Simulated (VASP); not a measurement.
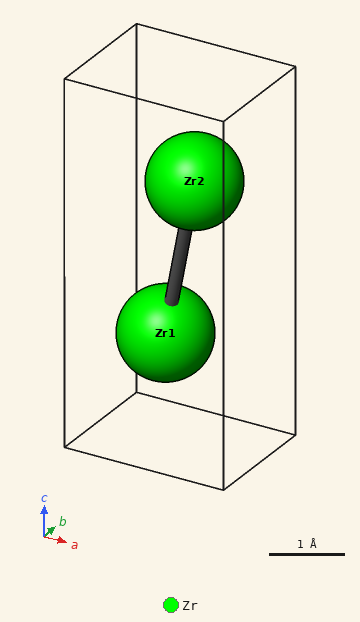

**Figure 1.** The structure as given in the input (ball-and-stick view of the cell of the calculation, seen slightly off an axis; atoms are numbered from 1 in the order of the input). An atom can appear more than once, as a periodic image.

**Zr: a changed input and its effect**

System: Zr (P6₃/mmc, 2 atoms in the cell).
Method of run 1: Kohn-Sham DFT of a periodic cell, PBEsol, VASP PAW PBE potentials, recommended, no spin polarisation (VASP 6.6.1).

The structure derives from a Materials Project entry. 

INCAR, run 1:
```
SYSTEM = Zr
ALGO = Normal
EDIFF = 1E-6
ENCUT = 700
GGA = PS
ISIF = 2
ISMEAR = 0
LASPH = .True.
LCHARG = .False.
LREAL = .False.
LWAVE = .False.
NBANDS = 19
NELM = 100
PREC = Accurate
SIGMA = 0.1
```

KPOINTS, run 1:
```
k-points
0
Gamma
  15 15 8
  0 0 0
```

POSCAR, run 1:
```
Zr
1.0
    3.1843400000      0.0000000000      0.0000000000
   -1.5921700000      2.7577200000      0.0000000000
    0.0000000000      0.0000000000      5.1189500000
Zr
2
Direct
    0.3333300000      0.6666700000      0.2500000000
    0.6666700000      0.3333300000      0.7500000000
```

Command:
```bash
cat potpaw_PBE.64/Zr_sv/POTCAR > POTCAR
mpirun -np 1 vasp_std > vasp.out
```

Hardware: 1 thread of Intel Xeon (Sapphire Rapids), 64 GiB of memory available, shared host.

OSZICAR and lines of OUTCAR (run 1):
```
N       E                     dE             d eps       ncg     rms          rms(c)
DAV:   1     0.256159379251E+03    0.25616E+03   -0.15436E+04 12160   0.157E+03
DAV:   2    -0.193621063167E+00   -0.25635E+03   -0.25112E+03 13914   0.413E+02
DAV:   3    -0.183529644505E+02   -0.18159E+02   -0.17951E+02 21758   0.836E+01
DAV:   4    -0.189352610083E+02   -0.58230E+00   -0.58162E+00 14489   0.145E+01
DAV:   5    -0.189533464523E+02   -0.18085E-01   -0.18081E-01 17980   0.179E+00    0.161E+01
DAV:   6    -0.182959246625E+02    0.65742E+00   -0.97379E-01 13295   0.742E+00    0.646E+00
DAV:   7    -0.181639009238E+02    0.13202E+00   -0.63308E-01 17513   0.516E+00    0.116E+00
DAV:   8    -0.181681460804E+02   -0.42452E-02   -0.35706E-02 15923   0.154E+00    0.230E-01
DAV:   9    -0.181683461042E+02   -0.20002E-03   -0.12947E-03 16522   0.314E-01    0.245E-02
DAV:  10    -0.181683261941E+02    0.19910E-04   -0.43039E-05 17760   0.409E-02    0.215E-02
DAV:  11    -0.181683290480E+02   -0.28539E-05   -0.80221E-06 13535   0.313E-02    0.169E-03
DAV:  12    -0.181683290356E+02    0.12438E-07   -0.21225E-07  7709   0.343E-03
   1 F= -.18168329E+02 E0= -.18163217E+02  d E =-.102235E-01
[... from OUTCAR:]
  free energy    TOTEN  =       -18.16832904 eV
  energy without entropy =      -18.15810551  energy(sigma->0) =      -18.16321727
 E-fermi :   9.2780     XC(G=0): -11.3642     alpha+bet :-16.5099
  free  energy   TOTEN  =       -18.1683290356 eV
  energy  without entropy=      -18.1581055131  energy(sigma->0) =      -18.16321727
```

For run 2 the input was changed thus:
```diff
-ENCUT = 700
+ENCUT = 520
-SIGMA = 0.1
+SIGMA = 0.5
```

Predict how the results change.

The energy of run 2 (smearing taken to zero) is 5.9 meV per atom higher, the joint effect of these numerical settings, which can't be told apart here. The pressure goes from 0.04 to 0.38 GPa. The number of SCF iterations is the same. The plane waves at Γ go from 1914.0 to 1230.0. On the same kind of shared host run 2 took about 0.49 times as long.

OSZICAR and lines of OUTCAR (run 2):
```
N       E                     dE             d eps       ncg     rms          rms(c)
DAV:   1     0.214286396422E+03    0.21429E+03   -0.13271E+04 12168   0.126E+03
DAV:   2    -0.274100353432E+01   -0.21703E+03   -0.21264E+03 14017   0.369E+02
DAV:   3    -0.186538627387E+02   -0.15913E+02   -0.15752E+02 21878   0.719E+01
DAV:   4    -0.190512908938E+02   -0.39743E+00   -0.39686E+00 14294   0.117E+01
DAV:   5    -0.190635021124E+02   -0.12211E-01   -0.12209E-01 17966   0.142E+00    0.160E+01
DAV:   6    -0.184190553751E+02    0.64445E+00   -0.95598E-01 13180   0.733E+00    0.643E+00
DAV:   7    -0.182912230306E+02    0.12783E+00   -0.61812E-01 17526   0.509E+00    0.114E+00
DAV:   8    -0.182954465739E+02   -0.42235E-02   -0.35197E-02 15915   0.151E+00    0.234E-01
DAV:   9    -0.182956531687E+02   -0.20659E-03   -0.12807E-03 16483   0.310E-01    0.242E-02
DAV:  10    -0.182956330877E+02    0.20081E-04   -0.40462E-05 17595   0.385E-02    0.214E-02
DAV:  11    -0.182956353289E+02   -0.22413E-05   -0.82422E-06 13580   0.313E-02    0.194E-03
DAV:  12    -0.182956353381E+02   -0.91932E-08   -0.19632E-07  7736   0.332E-03
   1 F= -.18295635E+02 E0= -.18151378E+02  d E =-.288515E+00
[... from OUTCAR:]
  free energy    TOTEN  =       -18.29563534 eV
  energy without entropy =      -18.00712055  energy(sigma->0) =      -18.15137794
 E-fermi :   9.1805     XC(G=0): -11.3627     alpha+bet :-16.5099
  free  energy   TOTEN  =       -18.2956353381 eV
  energy  without entropy=      -18.0071205473  energy(sigma->0) =      -18.15137794
```

The two runs side by side:

| quantity | run 1 | run 2 |
| --- | --- | --- |
| outcome | converged | converged |
| free energy per atom (eV) | −9.0842 | −9.1478 |
| energy per atom, smearing taken to zero (eV) | −9.0816 | −9.0757 |
| gap on the mesh (eV) | 0.00 | 0.00 |
| pressure (GPa) | 0.04 | 0.38 |
| largest force (eV/Å) | 0.000 | 0.000 |
| SCF iterations | 12 | 12 |
| irreducible k-points | 320 | 320 |
| plane waves at Γ | 1914 | 1230 |
